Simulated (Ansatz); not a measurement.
# Screening in LaVO4 (P2_1/c)

Wanted: ε∞ of LaVO4 (P2_1/c) from perturbation theory, a sum over states and the RPA step of G0W0, with cost.

Program: Ansatz 0.2.0. Level of theory: linear response on r2SCAN, plane waves, PAW. Results are calculated unless marked as measured.

## Step 1: The structure

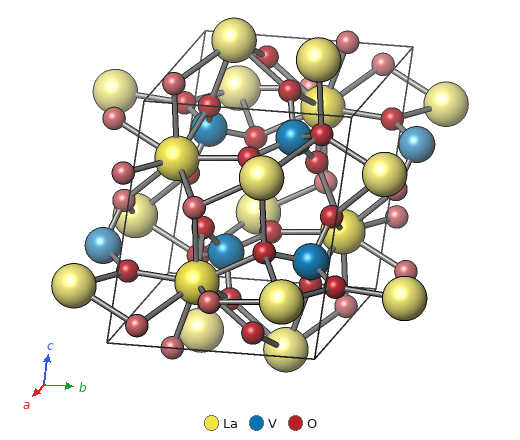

The starting structure, seen slightly off an axis (lanthanum yellow, vanadium blue, oxygen red). Some periodic images of atoms are drawn too.

The cell and positions come from the Crystallography Open Database and are kept as given unless a step says otherwise. Spin-orbit coupling is left out unless a step names it. The default PAW set here is soft_2. Its files were made with PBE.

## Step 2: Response to a homogeneous field

ε∞ sets how strongly the crystal screens. Perturbation theory gives it with local fields and without a sum over empty bands.

This step: dielectric response by perturbation theory, r2SCAN, plane waves, PAW.

input.yaml reads:

```yaml
crystal:
  lattice:
    - [6.725, 0.0, 0.0]
    - [0.0, 7.2827, 0.0]
    - [-4.9123006198, 0.0, 6.8121466218]
  atoms:
    - { symbol: La, position: [0.827399, 0.157198, 0.723776] }
    - { symbol: La, position: [0.172601, 0.657198, 0.776224] }
    - { symbol: La, position: [0.172601, 0.842802, 0.276224] }
    - { symbol: La, position: [0.827399, 0.342802, 0.223776] }
    - { symbol: V, position: [0.31429, 0.16481, 0.69917] }
    - { symbol: V, position: [0.68571, 0.66481, 0.80083] }
    - { symbol: V, position: [0.68571, 0.83519, 0.30083] }
    - { symbol: V, position: [0.31429, 0.33519, 0.19917] }
    - { symbol: O, position: [0.8171, 0.4979, 0.7446] }
    - { symbol: O, position: [0.1829, 0.9979, 0.7554] }
    - { symbol: O, position: [0.1829, 0.5021, 0.2554] }
    - { symbol: O, position: [0.8171, 0.0021, 0.2446] }
    - { symbol: O, position: [0.6098, 0.2795, 0.3821] }
    - { symbol: O, position: [0.3902, 0.7795, 0.1179] }
    - { symbol: O, position: [0.3902, 0.7205, 0.6179] }
    - { symbol: O, position: [0.6098, 0.2205, 0.8821] }
    - { symbol: O, position: [0.6587, 0.895, 0.4829] }
    - { symbol: O, position: [0.3413, 0.395, 0.0171] }
    - { symbol: O, position: [0.3413, 0.105, 0.5171] }
    - { symbol: O, position: [0.6587, 0.605, 0.9829] }
    - { symbol: O, position: [0.8898, 0.8436, 0.8857] }
    - { symbol: O, position: [0.1102, 0.3436, 0.6143] }
    - { symbol: O, position: [0.1102, 0.1564, 0.1143] }
    - { symbol: O, position: [0.8898, 0.6564, 0.3857] }
kpoints:
  mp_grid: { grid: [4, 4, 4] }
hamiltonian:
  xc: r2scan
scf:
  occupations: { method: fixed }
dielectric: {}
```

Run with:

```
> ansatz run input.yaml --threads 24 --pin off --max-ram 82944MiB --backend cuda --events-out ev --progress --plain --runs-dir out --devices 1 --max-vram 78GiB
```

Numbers of over 12 decimals in the logs are rounded to 6 here.

Log:

```text
GPUs: using 1 of 1 available (devices: 1).
Engine: ansatz 0.2.0, aarch64-unknown-linux-gnu
Pseudopotentials: kind: paw
Pseudopotential: La, paw, valence charge 11, recommended cutoff 500 eV (meta_gga), La.paw.azcp
Pseudopotential: V, paw, valence charge 13, recommended cutoff 500 eV (meta_gga), V.paw.azcp
Pseudopotential: O, paw, valence charge 6, recommended cutoff 500 eV (meta_gga), O.paw.azcp
Functional definition: r2SCAN
  parameter k0 = 0.174
  parameter k1 = 0.065
  parameter a1 = 4.9479
  exchange = r2scan_x(k0 = k0, k1 = k1, a1 = a1)
  correlation = r2scan_c
concurrent solve slots: 18 of 24 are kept, ahead of what memory takes: no pass of the eigensolver takes more rounds on 18
[...]
Crystal: 24 atoms, lattice volume = 333.633 Å³
Basis set: ecut = 500 eV, 8465 PW (Γ), exchange–correlation on 200×216×256 points (64 copies of the dense FFT grid, shifted against one another)
Bands: 120, of which v1, the nominal top of the filled ones, is band 96 counted from 1 (95 counted from 0)
Symmetry: 4 space group operations
k-points: 36 of 64 (irreducible under 1 space group operation, time reversal used)
Non-local potential: La, projectors of the file, l = 0: 3, l = 1: 2, l = 2: 2, l = 3: 3
Non-local potential: V, projectors of the file, l = 0: 3, l = 1: 2, l = 2: 3, l = 3: 1
Non-local potential: O, projectors of the file, l = 0: 2, l = 1: 2, l = 2: 1
PAW form: soft (Blöchl's): semilocal exchange-correlation on the pseudo side does not see the compensation charge
PAW frozen core: La, regenerated for the run's functional (the file was generated under x = pbe(κ = 0.804, μ = 0.219515), c = pbe(β = 0.066725))
PAW frozen core: V, regenerated for the run's functional (the file was generated under x = pbe(κ = 0.804, μ = 0.219515), c = pbe(β = 0.066725))
PAW frozen core: O, regenerated for the run's functional (the file was generated under x = pbe(κ = 0.804, μ = 0.219515), c = pbe(β = 0.066725))
PAW one-centre angular grid: La, 974 points (default); XC on 160 Gauss nodes
PAW one-centre angular grid: V, 590 points (default); XC on 160 Gauss nodes
PAW one-centre angular grid: O, 302 points (default); XC on 160 Gauss nodes
Initial density: superposition of atomic densities (neutral atoms: chi_scale 0, normalization atom), corrected by the library's trained network
Initial wavefunctions: pseudopotential atomic-orbital guess
[...]
Functional: x = r2scan, c = r2scan; τ floored in thin density (d = 2e-4 eV/Å³)
SCF iter   1: F=—  HF=-45861.129076 eV  |F-HF|=—  |Δ(HF+E_count)|=         —  Δρ=2.31e-2  dr2=2.14e0  dr2_τ=1.44e0  ethr=1.77e-3  ⟨swp⟩=4.0  Hψ=13262  notcnv=0  defer=631
preconditioner: auto → Resta (q_TF=auto, 2.488 Å⁻¹)  ε∞=5.0  [insulator: Δε(μ)=4.340 eV  Ē_g=12.457 eV  n_scr=82 (ndim 8)  ℏωp=25.1 eV  f_vac=0.045  ε∞_Penn≈5.0]
SCF iter   2: F=—  HF=-45861.559910 eV  |F-HF|=—  |Δ(HF+E_count)|=   4.31e-1  Δρ=2.24e-2  dr2=1.77e0  dr2_τ=1.81e-1  ethr=1.12e-3  ⟨swp⟩=3.0  Hψ=8720  notcnv=0  defer=714
SCF iter   3: F=—  HF=-45861.346125 eV  |F-HF|=—  |Δ(HF+E_count)|=   2.14e-1  Δρ=4.49e-3  dr2=6.22e-2  dr2_τ=3.01e-3  ethr=9.21e-4  ⟨swp⟩=2.8  Hψ=5800  notcnv=0  defer=599
SCF iter   4: F=—  HF=-45861.336220 eV  |F-HF|=—  |Δ(HF+E_count)|=   9.91e-3  Δρ=2.02e-3  dr2=1.47e-2  dr2_τ=9.52e-4  ethr=3.24e-5  ⟨swp⟩=3.0  Hψ=6922  notcnv=0  defer=792
SCF iter   5: F=—  HF=-45861.335354 eV  |F-HF|=—  |Δ(HF+E_count)|=   8.66e-4  Δρ=6.13e-4  dr2=1.21e-3  dr2_τ=1.38e-4  ethr=7.64e-6  ⟨swp⟩=2.1  Hψ=5549  notcnv=0  defer=792
SCF iter   6: F=—  HF=-45861.333624 eV  |F-HF|=—  |Δ(HF+E_count)|=   1.73e-3  Δρ=2.83e-4  dr2=3.41e-4  dr2_τ=1.45e-5  ethr=6.29e-7  ⟨swp⟩=2.0  Hψ=5582  notcnv=0  defer=792
[...]
SCF iter  13: F=—  HF=-45861.334650 eV  |F-HF|=—  |Δ(HF+E_count)|=  8.00e-11  Δρ=4.44e-7  dr2=6.07e-10  dr2_τ=6.78e-11  ethr=1.00e-12  ⟨swp⟩=2.0  Hψ=5517  notcnv=0  defer=577
SCF iter  14: F=—  HF=-45861.334650 eV  |F-HF|=—  |Δ(HF+E_count)|=  8.73e-11  Δρ=2.11e-7  dr2=1.76e-10  dr2_τ=1.13e-11  ethr=1.00e-12  ⟨swp⟩=2.0  Hψ=4868  notcnv=0  defer=577
[...]
SCF 1 converged in 15 iterations: F = -45861.334650 eV  dr2 = 5.09e-12
[...]
SCF converged after 15 iterations
[...]
k-point 35: bands = ["-59.0158", "-59.0158", "-59.0157", "-59.0157", "-31.9145", "-31.9145", "-31.9144", "-31.9144", "-31.8270", "-31.8270", "-31.8264", "-31.8264", "-31.7844", "-31.7844", "-31.7841", "-31.7841", "-23.7108", "-23.7108", "-23.6911", "-23.6911", "-10.9939", "-10.9939", "-10.8439", "-10.8439", "-10.5632", "-10.5632", "-10.2605", "-10.2605", "-10.1017", "-10.1017", "-10.0067", "-10.0067", "-9.9237", "- [...]
--- Dielectric response (ions clamped): 3 representative field directions + reference, on 36 of 64 k-points (Σ response iterations 39) ---
  k mesh reduced under 1 symmetry operation, with k and −k counted as one. Each operation leaves every solved perturbation unchanged. A smaller set is not considered because the run solves the response to a homogeneous field
  ε∞ (high-frequency dielectric tensor):
        4.571960     0.000000     0.000701
        0.000000     4.055063     0.000000
        0.000701     0.000000     4.017717
  Born effective charges Z* (e; rows j = field, columns β = displacement):
    site 0:
         4.72634   -0.70182   -0.04056
         0.01153    4.64436    0.08692
        -0.08428    0.31595    4.42596
    site 1:
         4.72634    0.70182   -0.04056
        -0.01153    4.64436   -0.08692
        -0.08428   -0.31595    4.42596
    site 2:
         4.72634   -0.70182   -0.04056
         0.01153    4.64436    0.08692
        -0.08428    0.31595    4.42596
    site 3:
         4.72634    0.70182   -0.04056
        -0.01153    4.64436   -0.08692
        -0.08428   -0.31595    4.42596
    site 4:
         4.55047   -0.15146    0.00859
        -0.03464    3.38323    0.09326
         0.03584    0.06726    3.35630
    site 5:
         4.55047    0.15146    0.00859
         0.03464    3.38323   -0.09326
         0.03584   -0.06726    3.35630
    site 6:
         4.55047   -0.15146    0.00859
        -0.03464    3.38323    0.09326
         0.03584    0.06726    3.35630
    site 7:
         4.55047    0.15146    0.00859
         0.03464    3.38323   -0.09326
         0.03584   -0.06726    3.35630
    site 8:
        -2.65816    0.83957    0.27065
         0.94129   -2.88116   -0.31362
         0.24156   -0.51746   -0.94063
    site 9:
        -2.65816   -0.83957    0.27065
        -0.94129   -2.88116    0.31362
         0.24156    0.51746   -0.94063
    site 10:
        -2.65816    0.83957    0.27065
         0.94129   -2.88116   -0.31362
         0.24156   -0.51746   -0.94063
    site 11:
        -2.65816   -0.83957    0.27065
        -0.94129   -2.88116    0.31362
         0.24156    0.51746   -0.94063
    site 12:
        -2.45473    0.26504   -0.84612
[...]
site 13:
[...]
site 14:
[...]
site 15:
[...]
site 16:
[...]
site 17:
[...]
site 18:
[...]
site 19:
[...]
site 20:
        -1.93439   -1.08540   -0.40402
        -1.02090   -2.69370   -0.38203
        -0.33302   -0.24224   -1.83834
    site 21:
        -1.93439    1.08540   -0.40402
         1.02090   -2.69370    0.38203
        -0.33302    0.24224   -1.83834
    site 22:
        -1.93439   -1.08540   -0.40402
        -1.02090   -2.69370   -0.38203
        -0.33302   -0.24224   -1.83834
    site 23:
        -1.93439    1.08540   -0.40402
         1.02090   -2.69370    0.38203
        -0.33302    0.24224   -1.83834
  Z* charge neutrality: 1.996e-4 e pre-enforcement
  k-mesh period / interband length: 26.9 Å / 1.18 Å = 22.77 at k = (0.0000, 0.0000, 0.0000), direct gap 4.120 eV — 14 or more, which is no proof of convergence
```

Elapsed: 33 s, on 1 × NVIDIA GB200 (shared by 2 runs) with 24 threads of Arm Neoverse V2, shared host; peak memory 8.6 GiB.

One over ε∞ averages 0.24, near the quarter of exact exchange in PBE0.

High-frequency dielectric tensor:

```
4.57 0.00 0.00
0.00 4.06 0.00
0.00 0.00 4.02
```

Born effective charge (e), principal values of the symmetric part by kind of site:

```tsv
atom	atoms with these values	low	middle	high	mean
La1	4	4.25	4.46	5.08	4.60
V5	4	3.28	3.45	4.56	3.76
O9	4	-3.75	-1.88	-0.85	-2.16
O13	4	-3.60	-1.80	-0.79	-2.06
O17	4	-3.56	-1.38	-1.01	-1.98
O21	4	-3.56	-1.74	-1.17	-2.16
```

In full for O13:

```
-2.45  0.27 -0.85
 0.33 -1.05  0.69
-0.78  0.72 -2.68
```

## Step 3: Independent-particle spectrum

The independent-particle spectrum shows where the oscillator strength lies, before excitons and local fields.

This step: independent-particle optics on r2SCAN, plane waves, PAW.

Changes to input.yaml since step 2:

```diff
@@ -36,2 +36,4 @@
   occupations: { method: fixed }
-dielectric: {}
+  n_extra_bands: 228
+output:
+  optics: { e_range: [0, 25], de: 0.1, sigma: 0.2 }
```

Log:

```text
[...]
GPUs: using 1 of 1 available (devices: 1).
[...]
Crystal: 24 atoms, lattice volume = 333.633 Å³
Basis set: ecut = 500 eV, 8465 PW (Γ), exchange–correlation on 200×216×256 points (64 copies of the dense FFT grid, shifted against one another)
Bands: 324, of which v1, the nominal top of the filled ones, is band 96 counted from 1 (95 counted from 0)
[... 1 set-up line as in the run before ...]
[...]
k-points: 30 of 64
[...]
SCF iter   1: F=—  HF=-45861.128071 eV  |F-HF|=—  |Δ(HF+E_count)|=         —  Δρ=2.30e-2  dr2=2.12e0  dr2_τ=1.44e0  ethr=1.77e-3  ⟨swp⟩=4.1  Hψ=30916  notcnv=0  defer=6600
[...]
SCF iter   6: F=—  HF=-45861.333651 eV  |F-HF|=—  |Δ(HF+E_count)|=   2.38e-3  Δρ=2.95e-4  dr2=2.94e-4  dr2_τ=1.25e-5  ethr=9.25e-7  ⟨swp⟩=2.0  Hψ=5663  notcnv=0  defer=6780
[...]
SCF iter  13: F=—  HF=-45861.334650 eV  |F-HF|=—  |Δ(HF+E_count)|=  1.02e-10  Δρ=2.27e-7  dr2=1.75e-10  dr2_τ=1.87e-11  ethr=1.00e-12  ⟨swp⟩=2.0  Hψ=4384  notcnv=0  defer=6600
SCF iter  14: F=—  HF=-45861.334650 eV  |F-HF|=—  |Δ(HF+E_count)|=  2.91e-11  Δρ=8.21e-8  dr2=2.22e-11  dr2_τ=1.19e-12  ethr=1.00e-12  ⟨swp⟩=1.0  Hψ=3120  notcnv=0  defer=6600
[...]
SCF 1 converged in 15 iterations: F = -45861.334650 eV  dr2 = 1.13e-12
[...]
SCF converged after 15 iterations
[...]
```

Elapsed: 25 s, on 1 × NVIDIA GB200 (shared by 2 runs) with 24 threads; peak memory 13 GiB.

Numbers from this step:

```
ε∞ without local fields (xx, yy, zz)                                   : 5.165, 4.555, 4.631
electrons in the f-sum (xx, yy, zz)                                    : 136.3, 135.9, 135.4
bands in the explicit sum (the static value is completed to all bands) : 324
```

The sum gives ε∞ = 5.16, 4.56 and 4.63 without local fields.

The ε₂ has structure finer than the step of the table below, so its rows give means over 1 eV, whole bins alone (the curve runs from 0 to 25 eV). Peaks (eV: height): xx 4.4: 6.55, 6.7: 7.82, 8.6: 5.80, 21.5: 3.20; yy 4.7: 5.44, 7.7: 5.36, 21.4: 3.00, 23.1: 2.70; zz 4.8: 5.88, 6.9: 6.00, 21.9: 3.25.

Independent particles, no local fields, Gaussian width 0.2 eV. ε₂ against photon energy; means over each step:

```tsv
photon energy (eV)	xx	yy	zz
3	2.0e-5	0	0
4	2.36	0.893	0.735
5	4.05	4.30	4.68
6	6.76	4.25	4.53
7	7.22	4.96	5.69
8	5.11	5.17	4.97
9	5.10	4.30	3.95
10	3.12	3.31	3.40
11	2.15	2.59	2.71
12	1.53	1.90	1.83
13	0.906	1.12	1.00
14	0.477	0.754	0.661
15	0.545	0.744	0.683
16	0.689	0.717	0.741
17	0.944	1.12	1.02
18	1.09	1.15	1.22
19	1.25	1.41	1.36
20	1.48	1.30	1.11
21	3.02	2.39	2.10
22	2.47	2.31	3.04
23	1.83	2.51	2.30
24	1.35	1.26	1.35
```

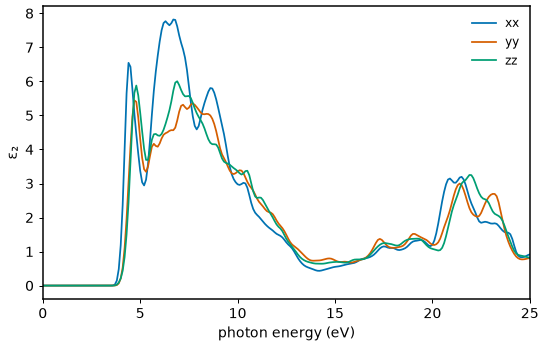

ε₂ against photon energy.

The loss function has structure finer than the step of the table below, so its rows give means over 1 eV, whole bins alone (the curve runs from 0 to 25 eV). Peaks (eV: height): xx 13.5: 1.73, 24.7: 1.12; yy 13.5: 1.11; zz 13.4: 1.26.

Independent particles, no local fields, Gaussian width 0.2 eV. Loss function against photon energy; means over each step:

```tsv
photon energy (eV)	xx	yy	zz
3	0	0	0
4	0.0209	0.0108	0.00872
5	0.0766	0.0885	0.0843
6	0.0781	0.106	0.101
7	0.129	0.129	0.132
8	0.187	0.168	0.189
9	0.192	0.233	0.247
10	0.301	0.300	0.292
11	0.419	0.388	0.368
12	0.612	0.524	0.532
13	1.12	0.897	1.01
14	1.16	0.865	0.902
15	0.458	0.556	0.500
16	0.332	0.349	0.348
17	0.303	0.306	0.297
18	0.338	0.360	0.351
19	0.299	0.341	0.366
20	0.233	0.324	0.327
21	0.266	0.259	0.217
22	0.413	0.420	0.308
23	0.542	0.381	0.427
24	0.658	0.638	0.632
```

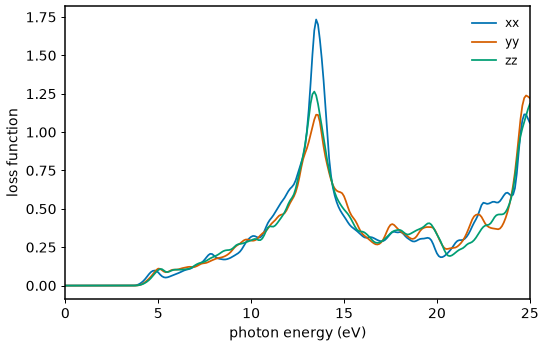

Loss function against photon energy.

## Step 4: RPA screening from the G0W0 run

Now the one-shot GW correction: screening in the RPA, then the self-energy of the levels asked for.

This step: G0W0 on r2SCAN, plane waves, PAW.

Changes to input.yaml since step 3:

```diff
@@ -31,3 +31,3 @@
 kpoints:
-  mp_grid: { grid: [4, 4, 4] }
+  mp_grid: { grid: [2, 2, 2] }
 hamiltonian:
@@ -36,4 +36,7 @@
   occupations: { method: fixed }
-  n_extra_bands: 228
-output:
-  optics: { e_range: [0, 25], de: 0.1, sigma: 0.2 }
+gw:
+  n_empty_bands: 995
+  ecut_chi: 120.0
+  qp_bands: [v4, c4]
+  qp_kpoints: band_edges
+  screening: { model: contour_deformation }
```

Log:

```text
GPUs: using 1 of 1 available (devices: 1).
[...]
Crystal: 24 atoms, lattice volume = 333.633 Å³
Basis set: ecut = 500 eV, 8465 PW (Γ), exchange–correlation on 200×216×256 points (64 copies of the dense FFT grid, shifted against one another)
Bands: 120, of which v1, the nominal top of the filled ones, is band 96 counted from 1 (95 counted from 0)
[... 1 set-up line as in the run before ...]
[...]
k-points: 8
[...]
1    98     10.8732   -16.0436    -6.1486   -23.8052  0.7432    12.5264    12.4861  root
     1    99     11.0450   -16.4377    -6.2141   -24.3568  0.7418    12.7964    12.7501  root
[...]
7    97     10.9948   -16.3181    -6.0541   -24.0528  0.7423    12.7200    12.6753  root
     7    98     10.9948   -16.3181    -6.0541   -24.0528  0.7423    12.7200    12.6753  root
     7    99     11.0534   -16.3378    -6.0260   -24.0360  0.7437    12.7690    12.7256  root
     7   100     11.0534   -16.3378    -6.0260   -24.0360  0.7437    12.7690    12.7256  root
[key lines of the parts left out:]
SCF converged after 11 iterations
```

Wall time 22 s (1 × NVIDIA GB200 (shared by 2 runs) with 24 threads); peak memory 5.2 GiB; 75 s of CPU time.

Numbers from this step:

```
bands summed                                 : 1091
RPA ε∞ on this mesh (eigenvalues)            : 3.791, 3.822, 4.307
plane waves in the screening matrix          : 987
G0W0 gap on the mesh                         : 5.775 eV
k of the valence top                         : -0.5, 0, 0
k of the conduction bottom                   : -0.5, -0.5, 0
starting gap on the mesh                     : 3.930 eV
least direct G0W0 gap on the computed points : 5.873 eV
```

The gap on the mesh goes from 3.93 eV to 5.78 eV, a correction of +1.84 eV. Between the two edge states, bare exchange in place of the xc potential would open the gap by 12.20 eV, and correlation takes back 10.36 eV.

Mean over the mesh in bins of 0.25 1/Å. Static inverse dielectric function, diagonal against length of q+G:

```tsv
length of q+G (Å⁻¹)	static inverse dielectric function, diagonal
0.49	0.291
0.73	0.336
1.00	0.391
1.25	0.451
1.50	0.514
1.75	0.578
2.00	0.635
2.27	0.691
2.50	0.730
2.75	0.766
3.00	0.797
3.25	0.824
3.50	0.847
3.76	0.867
4.01	0.884
4.25	0.899
4.50	0.913
4.75	0.926
5.00	0.937
5.25	0.947
5.49	0.955
```

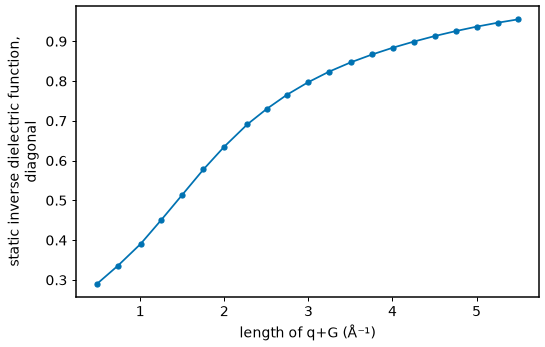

Static inverse dielectric function, diagonal against length of q+G.

## Step 5: The values together

Times are wall times on 1 × NVIDIA GB200 (shared by 2 runs) with 24 threads of Arm Neoverse V2, shared host, good to a factor of about two.

```tsv
method	mesh	ε∞, low	middle	high	mean	time
perturbation theory (local fields and xc kernel)	4×4×4	4.02	4.06	4.57	4.21	33 s
sum over states (no local fields)	4×4×4	4.56	4.63	5.16	4.78	25 s
RPA with local fields, on the GW mesh	2×2×2	3.79	3.82	4.31	3.97	22 s
```

## Step 6: Results

```
perturbation theory (local fields and xc kernel) : 4.02, 4.06, 4.57
sum over states (no local fields)                : 4.56, 4.63, 5.16
RPA with local fields, on the GW mesh            : 3.79, 3.82, 4.31
```

What this shows: Mean Born effective charge: La1 4.60, V5 3.76, O9 -2.16, O13 -2.06, O17 -1.98, O21 -2.16 e. Distinct peaks of the ε₂ (xx) stand at 4.4, 6.7, 8.6 and 21.5 eV; the one at 6.7 eV is strongest. Distinct peaks of the loss function (xx) stand at 13.5 and 24.7 eV; the one at 13.5 eV is strongest. The sum without local fields gives 4.78 in the mean against 4.21 by perturbation theory; local fields lower ε∞ and the xc kernel gives part of it back, though the sum also carries the error of its own mesh. The RPA values on the 2×2×2 mesh average 0.94 times those of perturbation theory (means 3.97 and 4.21). Without the xc kernel RPA should lie a little lower, as the mean does. r2SCAN usually puts the gap too low, which tends to raise ε∞. Ions are clamped, so the lattice part of the static constant is not in these numbers.

[Paths, hosts, dates, memory and timing lines, banners, echoed tables and standing remarks are left out of the program output.]

[Logs are printed without paths, hosts, clocks, repeated set-up lines and the standing remarks that a program may print on its own settings, such as how far it seeks lower states.]

[Runs of the session that timed out or met a known fault of the program may be left out.]

[Cells called generated may have been cut or substituted from an entry of the Crystallography Open Database or the Materials Project.]

[Hosts, paths, dates, database ids (printed as entryN), source tags and the programs' standing remarks are cut or masked in the printed files.]
